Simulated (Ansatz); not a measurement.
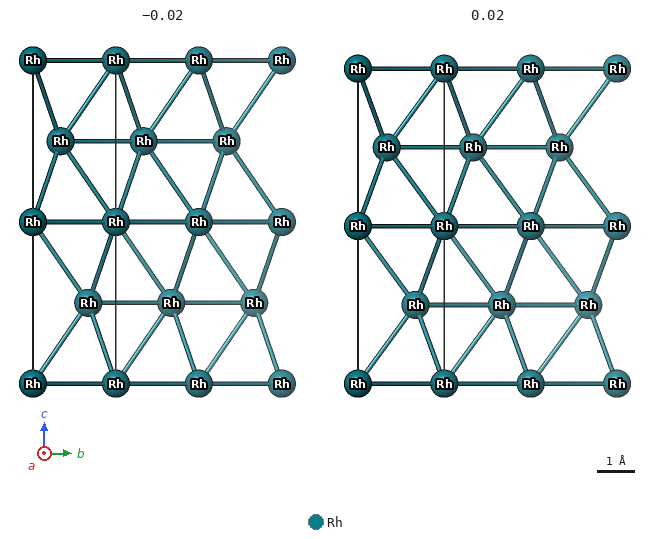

A crystal of Rh (set up in P6_3/mmc), under biaxial strain in the a–b plane (c relaxed, atoms fixed by symmetry), with energies (extrapolated to zero smearing) counted from the relaxed crystal, which is the row at zero. The picture shows the first and the last member. Style: ball-and-stick. Shown: the cell of the calculation, repeated 1 × 3 × 1 with one cell outlined, along the a axis.

Computed with Ansatz 0.2.0: DFT r2SCAN, scalar-relativistic, plane waves, PAW. (plane-wave cutoff 500 eV; k-point mesh 24 × 24 × 6; occupations gaussian; smearing width 0.1 eV; no spin polarisation; force threshold 0.008 eV/Å)

| strain | energy (meV/atom) | a (Å) | c (Å) |
| --- | --- | --- | --- |
| −0.02 | 21.25 | 2.635 | 8.890 |
| −0.01 | 5.04 | 2.662 | 8.832 |
| 0.0 | 0.00 | 2.689 | 8.777 |
| 0.01 | ? | ? | ? |
| 0.02 | 18.42 | 2.743 | 8.664 |

### Fill in the missing row.

A parabola through three neighbouring rows (−0.01, 0.0, 0.02) gives, with Lagrange weights, (−0.3333)(5.04) + (1.0000)(0.00) + (0.3333)(18.42) = 4.46 meV/atom. The calculation gives 4.89 meV/atom (a = 2.716 Å, c = 8.721 Å). The estimate is 0.43 meV/atom too low. From the first member to the last: Rh–Rh 2.635 → 2.743 Å, Rh–Rh 2.693 → 2.683 Å.

The whole series:

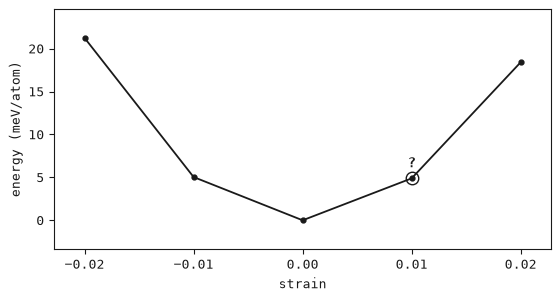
